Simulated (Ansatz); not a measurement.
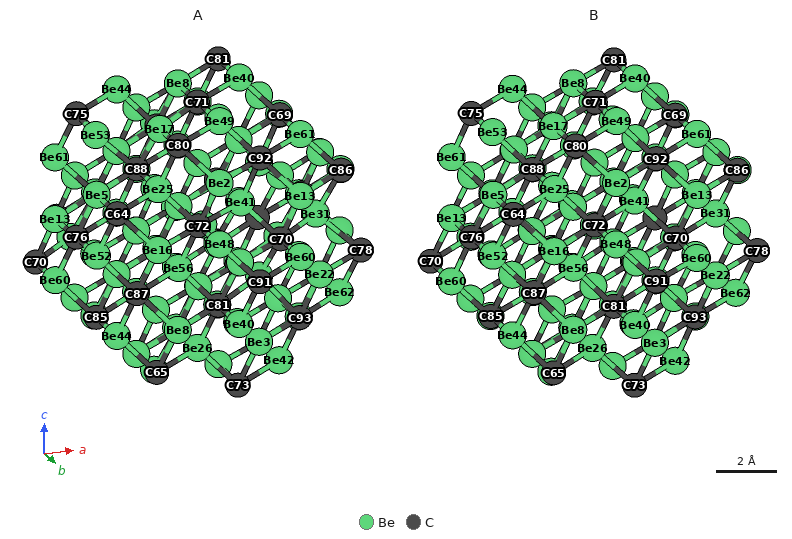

Two geometries of a defect cell of composition Be$_{63}$C$_{31}$, drawn at one scale. One is the start of a relaxation, the other its converged end. Style: ball-and-stick. Shown: the atoms within 5.8 Å of the atom that moves most (axes of the cell of the calculation (origin shifted)), from a free direction.

The calculation used DFT, PBEsol, PAW, plane waves in Ansatz 0.2.0. (plane-wave cutoff 420 eV; k-point mesh 1 × 1 × 1; mesh shifted by (0.25, 0.25, 0.25); collinear spin; atoms relaxed in a fixed cell; force threshold 0.03 eV/Å; at most 80 steps)

Which one is relaxed?

Structure A is the relaxed one. After 5 geometry steps the energy has fallen by 3.645 eV per cell of the calculation. The largest force component goes from 2.2 to 0.0058 eV/Å. The atom that moves furthest is a Be atom (0.20 Å roughly along +a). By element the largest moves are Be 0.20 Å, C 0.11 Å. The lattice vectors keep their values. Among the contacts that change: Be–C 1.858 → 2.024 Å, Be–C 1.839 → 2.001 Å, Be–C 1.833 → 1.979 Å, Be–C 1.863 → 2.002 Å. Among the angles between lasting bonds that change: C–Be–C 109.6° → 125.8°, C–Be–C 108.8° → 124.5°, C–Be–C 109.3° → 124.5°. The program noted that the starting moments weren't kept.
